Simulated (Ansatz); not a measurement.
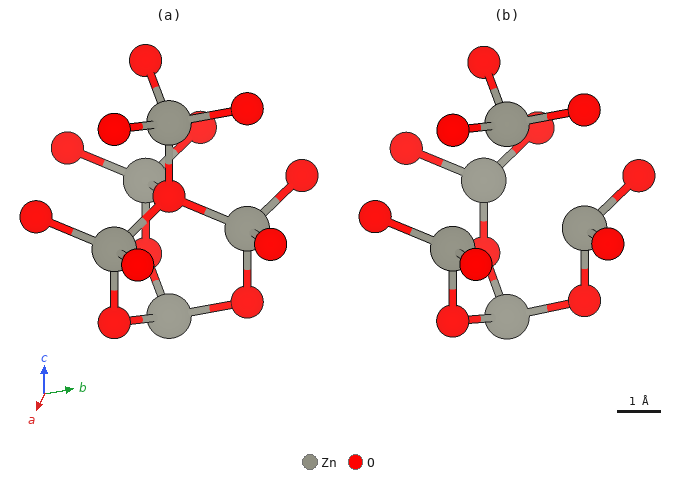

Left: perfect ZnO. Right: the same region with one point defect, after relaxing the atoms in a supercell of 72 sites. Style: ball-and-stick. Shown: the atoms within 3.3 Å of one point, from a free direction.

The calculation used DFT PBE, scalar-relativistic, plane waves, PAW (Ansatz). Settings: plane-wave cutoff 420 eV; k-point mesh 1 × 1 × 1; occupations gaussian; smearing width 0.01 eV; no spin polarisation. The cell is small and the k-mesh coarse, so the numbers are rough. The axes drawn are those of the host's conventional cell.

Which defect is it?

An oxygen atom is taken out (a vacancy).

The charge state of the cell is 0.

How does the lattice respond?

Around the empty O site the host had 4 Zn at 2.00 to 2.01 Å; after relaxation the nearest atoms are 4 Zn at 1.97 to 1.98 Å. Of the host's atoms, an oxygen atom moves furthest from its site, by 0.04 Å. Relaxing the atoms from the host's sites lowers the energy by 0.07 eV. At a tolerance of 0.02 Å the relaxed supercell has space group P3m1.
